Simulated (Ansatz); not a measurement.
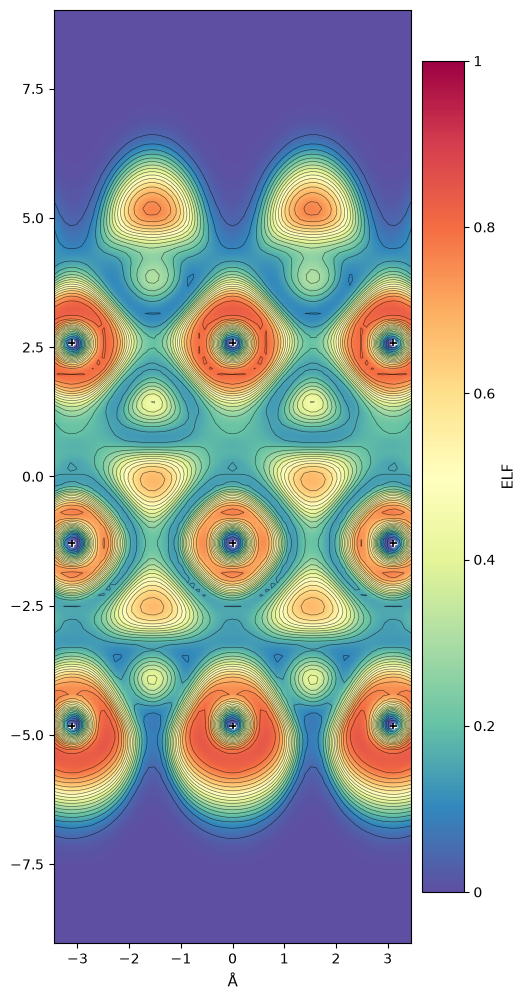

The electron localisation function on a plane through atoms (crosses mark nuclei in the plane).

The calculation used DFT r2SCAN, scalar-relativistic, plane waves, PAW (Ansatz 0.2.0).

Candidates:
A. Ta$_{4}$N$_{5}$ (slab), a = 3.11 Å, b = 3.11 Å, c = 25.15 Å, α = 90.00°, β = 90.00°, γ = 120.00°. Computed without spin polarisation.
B. SnO, a = 3.81 Å, b = 3.81 Å, c = 4.93 Å, α = 90.00°, β = 90.00°, γ = 90.00°. Space group P4/nmm.

### Which system is this?

Candidate A: Ta$_{4}$N$_{5}$ on the (100) plane of the calculation cell, a cut from vacuum to vacuum, which holds N and Ta. Ta–Ta (3.11 Å): the ELF is about 0.20 at the midpoint: no localised pair shows between them.
